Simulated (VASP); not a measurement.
**ZnO (zincite): the relaxed cell at several levels**

Aim: relax ZnO (zincite) at several levels and hold each cell against experiment. The levels: PBE, LDA, r2SCAN and PBE + D3(BJ). LASPH is on for some levels and off for others; the table marks which. The start is a cell from a database of measured crystal structures.

Program: VASP 6.6.1. Level of theory: PBE; plane waves and PAW (Zn, O), in the first sound run; inputs show where later runs differ. Results are calculated unless marked as measured.

**What experiment says.**

For ZnO, wurtzite (polycrystalline, from oxalate precursor, 298 K), “Local structures of polar wurtzites Zn1-xMgxO studied by Raman and 67Zn/25Mg NMR spectroscopies and by total neutron scattering” (2008, arxiv:0808.0492) gives, by time-of-flight neutron powder diffraction: lattice constant a (a, Rietveld) 3.24945 ± 1e-05 Å; lattice constant c (c, Rietveld) 5.20574 ± 3e-05 Å.

Most raw output is cut from this account.

**1. Set-up**

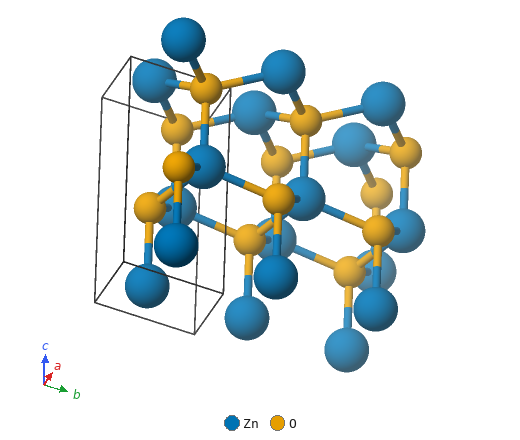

The cell as given, from a free direction (zinc blue, oxygen orange). 2×3×1 cells are drawn. Some periodic images of atoms are drawn too.

Structure file:

```xyz
4
Lattice="3.2493 0.0000 0.0000 -1.6247 2.8140 0.0000 0.0000 0.0000 5.2057" Properties=species:S:1:pos:R:3 pbc="T T T"
Zn    0.0000    1.8760    2.6029
Zn    1.6247    0.9380    0.0000
O     1.6247    0.9380    1.9730
O     0.0000    1.8760    4.5759
```

**2. Relaxation with PBE**

The start need not lie at this functional's minimum. ISIF = 3 frees volume, shape and positions, and EDIFFG sets the threshold on forces and stress at which the search stops. PBE, the usual starting point, adds the gradient of the density.

File INCAR:

```
SYSTEM = ZnO
PREC = Accurate
ENCUT = 560
EDIFF = 1E-06
NELM = 100
ISMEAR = -1
SIGMA = 0.05
LREAL = .FALSE.
ALGO = Normal
GGA = PE
NBANDS = 24
LORBIT = 11
LWAVE = .FALSE.
LCHARG = .FALSE.
KPAR = 2
IBRION = 2
NSW = 60
ISIF = 3
EDIFFG = -0.01
```

File POSCAR:

```
ZnO
1.0
    3.2493080000      0.0000000000      0.0000000000
   -1.6246540000      2.8139832727      0.0000000000
    0.0000000000      0.0000000000      5.2057090000
Zn O
2 2
Direct
    0.3333333333      0.6666666667      0.5000000000
    0.6666666667      0.3333333333      0.0000000000
    0.6666666667      0.3333333333      0.3790100000
    0.3333333333      0.6666666667      0.8790100000
```

File KPOINTS:

```
Automatic mesh
0
Gamma
8 8 5
0 0 0
```

The projector-augmented-wave data sets are Zn and O (PBE family, release 64).

Launch:

```
$ mpirun -np 2 vasp_std
```

It took 35 s on 2 MPI ranks of Intel Xeon 6975P-C (Granite Rapids), shared host; peak memory 0.35 GiB; 67 s of CPU time.

The gap is read on the k-mesh alone, so it is an upper bound where the band edges lie off the mesh. The run keeps the 12 symmetry operations of its start, so it cannot find a distortion of lower symmetry.

Step by step:

```
step  energy less that of the first step (eV)  largest force (eV/Å)  pressure (GPa)  volume (Å³)
   1                                   0.0000                0.0749            5.92        47.60
   2                                  -0.0297                0.0291           -2.54        50.69
   3                                  -0.0380                0.0035           -0.03        49.67
   4                                  -0.0380                0.0022            0.05        49.63
   5                                  -0.0381                0.0104            0.18        49.62
   6                                  -0.0381                0.0135            0.09        49.61
   7                                  -0.0381                0.0083            0.04        49.66
```

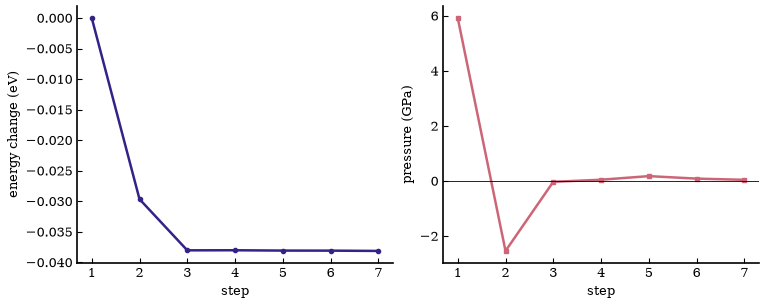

Energy and pressure along the relaxation.

```
conventional cell, symmetrised  before  after  change
                         a (Å)   3.249  3.289  +1.2 %
                         b (Å)   3.249  3.289  +1.2 %
                         c (Å)   5.206  5.302  +1.9 %
              volume (Å³/atom)   11.90  12.41  +4.3 %
```

Final coordinates:

```xyz
4
Lattice="3.2885 0.0000 0.0000 -1.6443 2.8479 0.0000 0.0000 0.0000 5.3024" Properties=species:S:1:pos:R:3 pbc="T T T"
Zn    0.0000    1.8986    2.6497
Zn    1.6443    0.9493   -0.0015
O     1.6443    0.9493    2.0112
O     0.0000    1.8986    4.6624
```

Numbers from this step:

| Property | Result |
| --- | --- |
| electrons | 36 |
| bands | 24 |
| irreducible k-points | 30 |
| symmetry operations | 12 |
| free energy (TOTEN) | -17.86 eV |
| Fermi energy | 1.230 eV |
| pressure | 0.04166 GPa |
| metallic | no |
| valence top at k | 0, 0, 0 |
| conduction bottom at k | 0, 0, 0 |
| least direct gap at k | 0, 0, 0 |
| SCF cycles over all ionic steps | 50 |
| gap on the k-mesh | 0.7167 eV |
| least direct gap on the k-mesh | 0.7167 eV |

It ends with a largest force of 0.008 eV/Å and a pressure of 0.04 GPa. The volume lies +4.3 % from that of the database's start. The conventional cell has a = 3.289 and c = 5.302 Å.

**3. Relaxation with LDA**

This step: LDA; plane waves and PAW (Zn, O) (VASP 6.6.1).

LDA, the lowest rung, knows the local density alone.

Changes to INCAR since step 2:

```diff
@@ -9,3 +9,3 @@
 ALGO = Normal
-GGA = PE
+GGA = CA
 NBANDS = 24
```

POSCAR is that of step 2.

KPOINTS is that of step 2.

Launch:

```
$ mpirun -np 2 vasp_std
```

Wall time 33 s (2 MPI ranks); peak memory 0.33 GiB.

The PAW data sets were made with PBE, though LDA sets exist; this is a small mismatch.

Step by step:

```
step  energy less that of the first step (eV)  largest force (eV/Å)  pressure (GPa)  volume (Å³)
   1                                   0.0000                0.0558           -5.95        47.60
   2                                  -0.0232                0.0415            4.16        44.62
   3                                  -0.0371                0.0025            0.04        45.71
   4                                  -0.0372                0.0191           -0.16        45.73
   5                                  -0.0372                0.0202           -0.03        45.73
   6                                  -0.0373                0.0155            0.02        45.72
   7                                  -0.0374                0.0002            0.06        45.70
```

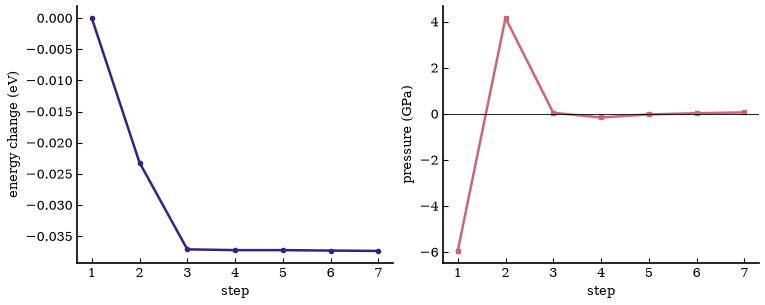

Energy and pressure along the relaxation.

```
conventional cell, symmetrised  before  after  change
                         a (Å)   3.249  3.196  -1.7 %
                         b (Å)   3.249  3.196  -1.7 %
                         c (Å)   5.206  5.167  -0.7 %
              volume (Å³/atom)   11.90  11.42  -4.0 %
```

Final coordinates:

```xyz
4
Lattice="3.1956 0.0000 0.0000 -1.5978 2.7675 0.0000 0.0000 0.0000 5.1669" Properties=species:S:1:pos:R:3 pbc="T T T"
Zn    0.0000    1.8450    2.5851
Zn    1.5978    0.9225    0.0017
O     1.5978    0.9225    1.9567
O     0.0000    1.8450    4.5401
```

Numbers from this step:

* free energy (TOTEN): -21.23 eV
* Fermi energy: 1.588 eV
* pressure: 0.05911 GPa
* gap on the k-mesh: 0.7875 eV
* least direct gap on the k-mesh: 0.7875 eV

It ends at 11.42 Å³/atom, -4.0 % from the start, with 0.06 GPa left. The conventional cell has a = 3.196 and c = 5.167 Å.

**4. Relaxation with r2SCAN**

This step: r2SCAN; plane waves and PAW (Zn, O) (VASP 6.6.1).

r2SCAN adds the kinetic-energy density, costs more than a GGA and is run with LASPH.

Changes to INCAR since step 3:

```diff
@@ -9,3 +9,4 @@
 ALGO = Normal
-GGA = CA
+METAGGA = R2SCAN
+LASPH = .TRUE.
 NBANDS = 24
```

POSCAR is that of step 3.

KPOINTS is that of step 3.

Launch:

```
$ mpirun -np 2 vasp_std
```

Elapsed: 87 s, on 2 MPI ranks; peak memory 0.39 GiB; 2.9 min of CPU time.

The PAW data sets were made with PBE, which is usual practice but a small mismatch for other functionals.

Step by step:

```
step  energy less that of the first step (eV)  largest force (eV/Å)  pressure (GPa)  volume (Å³)
   1                                   0.0000                0.0835           -0.21        47.60
   2                                  -0.0013                0.0380            0.09        47.49
   3                                  -0.0014                0.0081           -0.01        47.52
```

```
conventional cell, symmetrised  before  after  change
                         a (Å)   3.249  3.242  -0.2 %
                         b (Å)   3.249  3.242  -0.2 %
                         c (Å)   5.206  5.219  +0.3 %
              volume (Å³/atom)   11.90  11.88  -0.2 %
```

Final coordinates:

```cif
data_structure
_symmetry_space_group_name_H-M 'P 1'
_symmetry_Int_Tables_number 1
_cell_length_a 3.2424
_cell_length_b 3.2424
_cell_length_c 5.2190
_cell_angle_alpha 90.000
_cell_angle_beta 90.000
_cell_angle_gamma 120.000
_cell_volume 47.52
loop_
_atom_site_label
_atom_site_type_symbol
_atom_site_fract_x
_atom_site_fract_y
_atom_site_fract_z
_atom_site_occupancy
Zn1 Zn 0.33333 0.66667 0.49941 1
Zn2 Zn 0.66667 0.33333 0.99941 1
O3 O 0.66667 0.33333 0.37960 1
O4 O 0.33333 0.66667 0.87960 1
```

It ends at 11.88 Å³/atom, -0.2 % from the start, with -0.01 GPa left. The conventional cell has a = 3.242 and c = 5.219 Å.

**5. Relaxation with PBE + D3(BJ)**

This step: PBE with D3(BJ); plane waves and PAW (Zn, O) (VASP 6.6.1).

A dispersion term adds the long-range attraction that semilocal functionals lack. D3 with Becke-Johnson damping keeps a finite attraction at short range.

Changes to INCAR since step 4:

```diff
@@ -9,4 +9,4 @@
 ALGO = Normal
-METAGGA = R2SCAN
-LASPH = .TRUE.
+GGA = PE
+IVDW = 12
 NBANDS = 24
```

POSCAR is that of step 4.

KPOINTS is that of step 4.

Launch:

```
$ mpirun -np 2 vasp_std
```

Run time: 42 s. Hardware: 2 MPI ranks; peak memory 0.38 GiB.

Step by step:

```
step  energy less that of the first step (eV)  largest force (eV/Å)  pressure (GPa)  volume (Å³)
   1                                   0.0000                0.0732            2.84        47.60
   2                                  -0.0077                0.0364           -1.27        49.06
   3                                  -0.0099                0.0065           -0.12        48.59
   4                                  -0.0098                0.0045           -0.03        48.57
   5                                  -0.0099                0.0119            0.08        48.55
   6                                  -0.0099                0.0166            0.10        48.55
   7                                  -0.0099                0.0143            0.06        48.57
   8                                  -0.0100                0.0103           -0.04        48.61
   9                                  -0.0100                0.0013           -0.05        48.60
```

```
conventional cell, symmetrised  before  after  change
                         a (Å)   3.249  3.263  +0.4 %
                         b (Å)   3.249  3.263  +0.4 %
                         c (Å)   5.206  5.269  +1.2 %
              volume (Å³/atom)   11.90  12.15  +2.1 %
```

Final coordinates:

```xyz
4
Lattice="3.2634 0.0000 0.0000 -1.6317 2.8262 0.0000 0.0000 0.0000 5.2691" Properties=species:S:1:pos:R:3 pbc="T T T"
Zn    0.0000    1.8841    2.6348
Zn    1.6317    0.9421    0.0002
O     1.6317    0.9421    1.9968
O     0.0000    1.8841    4.6313
```

It ends at 12.15 Å³/atom, +2.1 % from the start, with -0.05 GPa left. The conventional cell has a = 3.263 and c = 5.269 Å. Against plain PBE, the dispersion term moves a by -0.8 % and c by -0.6 %.

**6. The cells as a table**

This step: relaxed cells at several levels; plane waves and PAW (VASP 6.6.1).

This step runs nothing: it gathers the runs above.

Lengths are those of the conventional cell; cost is the wall time of each run, as given at its step, times its ranks, without the set-up around it; LASPH differs between rows, which moves results and costs too. Results by level, by row:

```
       level  volume (Å³/atom)  change from the start (%)  a (Å)  c (Å)  cost (core minutes)  LASPH
         PBE             12.41                        4.3  3.289  5.302                 1.17    off
         LDA             11.42                         -4  3.196  5.167                  1.1    off
      r2SCAN             11.88                       -0.2  3.242  5.219                  2.9     on
PBE + D3(BJ)             12.15                        2.1  3.263  5.269                  1.4    off
```

**7. What came out**

| Quantity | Value |
| --- | --- |
| volume, PBE | 12.41 Å³/atom |
| volume, LDA | 11.42 Å³/atom |
| volume, r2SCAN | 11.88 Å³/atom |
| volume, PBE + D3(BJ) | 12.15 Å³/atom |

In words: For ZnO (zincite) the levels give volumes between 11.42 Å³/atom (LDA) and 12.41 Å³/atom (PBE), a spread of 8.7 %, while the cost of the finished runs spans a factor of 2.6. Within 1 % of experiment on every length: r2SCAN. The nearest is r2SCAN. Thermal and zero-point expansion, often some tenths of a per cent in length, bear on this order: with the measured lengths lowered by an assumed 0.4 % the nearest is still r2SCAN. The costs hold the number of ionic steps as well as the price of the functional. Adding D3(BJ) to PBE changes the volume by -2.1 % (a by -0.8 % and c by -0.6 %). Within 0.02 Å all end in space group P6_3mc; the runs can't lower the symmetry of the start. LASPH is on for some levels and off for others, so differences between them are not the functional's alone. Each is a single relaxation on the plane waves of the start cell, so larger changes of volume carry a basis-set error that was not tested here.

Computed beside measured:

```
              quantity  measured             PBE             LDA          r2SCAN    PBE + D3(BJ)
lattice constant a (Å)   3.24945  3.289 (+1.2 %)  3.196 (-1.7 %)  3.242 (-0.2 %)  3.263 (+0.4 %)
lattice constant c (Å)   5.20574  5.302 (+1.9 %)  5.167 (-0.7 %)  5.219 (+0.3 %)  5.269 (+1.2 %)
```

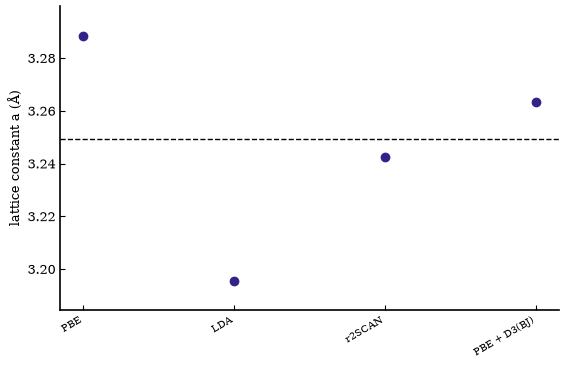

The lattice constant a by level; the dashed line is the measured value.

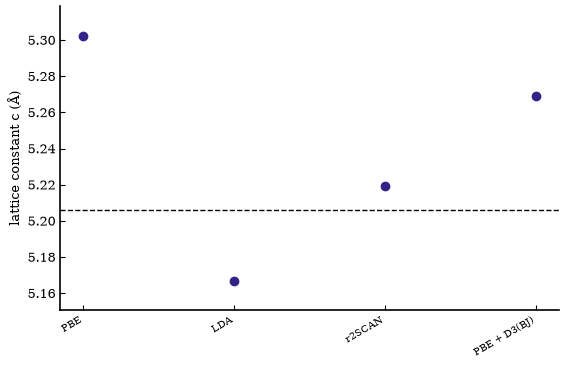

The lattice constant c by level; the dashed line is the measured value.

Measured values from arxiv:0808.0492 (2008).

How well it matches: For the lattice constant a, of the levels listed nearest comes r2SCAN (-0.2 %, good agreement) and farthest LDA (-1.7 %, a clear miss). For the lattice constant c, of the levels listed nearest comes r2SCAN (+0.3 %, good agreement) and farthest PBE (+1.9 %, fair agreement). The grades are ours: good and fair within 0.7 and 1.5 % for the lattice constant a and 0.8 and 2 % for the lattice constant c. Zero-point motion and thermal expansion (measured at up to 298 K) are not in the computed lattice constants.

[Lines on the potential files, build, host, timing and source positions are cut from VASP's logs without a mark.]

[Logs are printed without paths, hosts, clocks, repeated set-up lines and the standing remarks that a program may print on its own settings, such as how far it seeks lower states.]

[Hosts, paths, dates, database ids (printed as entryN), source tags and the programs' standing remarks are cut or masked in the printed files.]

[A measured line is paired with the nearest computed mode of its activity, which favours agreement.]
